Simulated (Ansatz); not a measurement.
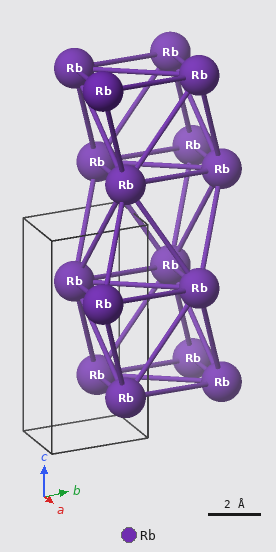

Reference structure: a symmetric starting cell of Rb. Style: ball-and-stick. Shown: the cell of the calculation, repeated 2 × 2 × 2 with one cell outlined, slightly off an axis.

Computed with Ansatz, DFT PBEsol, scalar-relativistic, plane waves, PAW. Set-up: plane-wave cutoff 420 eV; k-point mesh 9 × 9 × 6; occupations gaussian; smearing width 0.1 eV; no spin polarisation.

Now this is done to it. The cell is strained by +2.5 % along c and +5.5 % across it (volume +14.1 %), the atoms keeping their fractional coordinates. No relaxation follows. The starting cell wasn't computed here and needn't be at equilibrium, so pressure and forces aren't due to the change alone.

Q: What does the calculation give for the changed structure?

A: The pressure is −0.4 GPa (not all of it need come from the change, since the unchanged cell can be under pressure at this level too). All forces vanish by symmetry. Near-neighbour distances before and after: Rb–Rb 5.088 → 5.368 Å, Rb–Rb 5.143 → 5.322 Å. The space group stays P6_3/mmc (No. 194).

The changed structure in the same view:

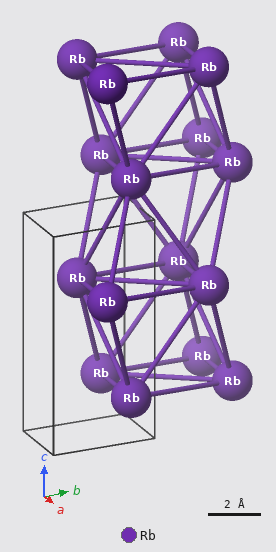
